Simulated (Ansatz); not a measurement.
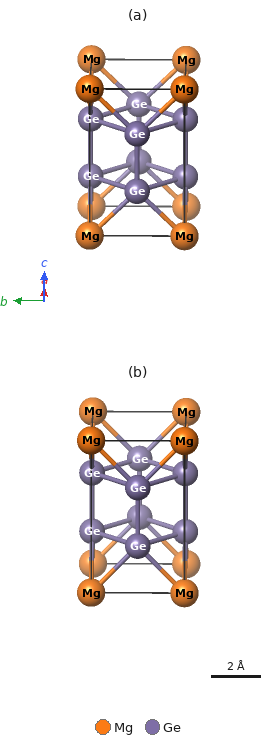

The structure of crystalline MgGe₄ (a generated structure, set up in P4/mmm) before (top) and after (bottom) a relaxation, at one scale.

A ball-and-stick model of the cell of the calculation, seen from a free direction.

Computed with Ansatz, DFT PBE+D3(BJ), scalar-relativistic, plane waves, PAW.

Input file:
```yaml
crystal:
  lattice:
    - [3.9314681211, 0.0, 0.0]
    - [0.0, 3.9314681211, 0.0]
    - [0.0, 0.0, 6.40272959]
  atoms:
    - { symbol: Mg, position: [0.0, 0.0, 0.0] }
    - { symbol: Ge, position: [0.0, 0.5, 0.6954993486] }
    - { symbol: Ge, position: [0.5, 0.0, 0.6954993486] }
    - { symbol: Ge, position: [0.0, 0.5, 0.3045006514] }
    - { symbol: Ge, position: [0.5, 0.0, 0.3045006514] }
basis:
  ecutwfc: 420
kpoints:
  mp_grid: { grid: [10, 10, 6] }
hamiltonian:
  xc: pbe
  dispersion: d3bj
scf:
  occupations: { method: gaussian, width: 0.1 }
output:
  forces: true
  stress: true
  eigenvalues: true
relax:
  adjacent_minimum: "off"
  f_tol: 0.01
  max_steps: 80
  cell: { stress_tol: 0.05 }
```

Run as
```bash
ansatz run input.yaml --threads 1 --pin off --max-ram 2560MiB --backend cpu --events-out ev --progress --plain --runs-dir out
```

### Describe what moved and what it gained.

The largest moves relative to the cell, 0.023 Å, are those of Ge2, Ge3, Ge4 and Ge5. Ge4 goes along +c. Mg stays in place. Cell: a = b 3.931 → 3.871 Å (−1.5 %), c 6.403 → 6.638 Å (+3.7 %). Volume +0.5 %. Among the contacts that change: Mg1–Ge2 2.769 → 2.815 Å, Ge2–Ge4 2.503 → 2.550 Å, Ge2–Ge3 2.780 → 2.737 Å. The space group stays P4/mmm (No. 123). After 4 accepted moves (6 points after the start) the energy has fallen by 7.5 meV per atom. The largest force component goes from 0.045 to 0.00038 eV/Å. The pressure goes from 0.39 to 0.00 GPa. The line search rejected the trial step at point 2 of the run. At 1 point the geometry stayed and the basis and grid were re-selected for the new cell (energy shift of less than 0.05 meV per atom at most each time). The run took 4 min on 1 thread of Intel(R) Xeon(R) Processor @ 2.50GHz (Skylake/Cascade Lake), with other jobs on the host, peak memory 0.55 GiB.
